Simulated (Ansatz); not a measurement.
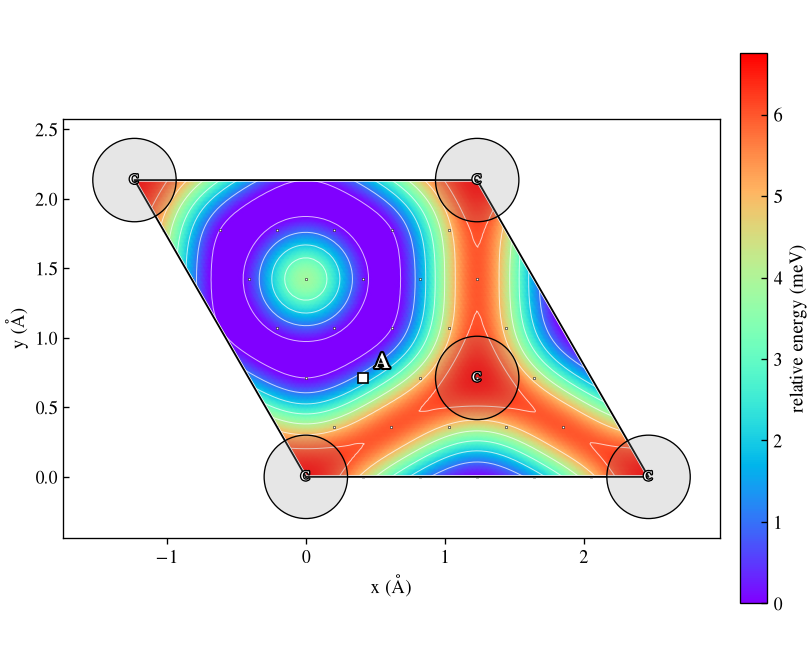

Si on a two-dimensional sheet of C (8 atoms of substrate and one adsorbate in a 2 × 2 cell). 
- Si is moved over the surface cell at a fixed height above a rigid substrate; the origin of the map has the adsorbate above C1; the height is held at 3.10 Å.
- Places are given modulo a cell vector. The map is drawn in real space over the plane of the surface.
- Grid: 6 × 6 points; 7 points were computed and 29 follow by symmetry.
- Places are given in fractions of the 1 × 1 surface cell.
- Energies: meV, counted from the lowest grid point.
- At a fixed height the lowest place need not be the adsorption site.
- Computed with Ansatz, DFT PBE+D3(BJ), scalar-relativistic, plane waves, PAW. Settings: cutoff 420 eV, k-mesh 6×6×1, gaussian smearing 0.1 eV, spin-polarised.

The picture shows a smooth colour map with a few white contour lines, dots at the grid points, labelled circles for the atoms of the top layer, the outline of one cell of the plane, the point A. Between grid points the surface is interpolated.

### Which way does the force act at A, and how strong is it?

A, at (2/6, 2/6) of the cell vectors, is not a stationary point. The computed force is 0.013 eV/Å in the plane, pointing up and left in the picture (components −0.007 and 0.011 eV/Å).

PAW datasets: the set soft_1.
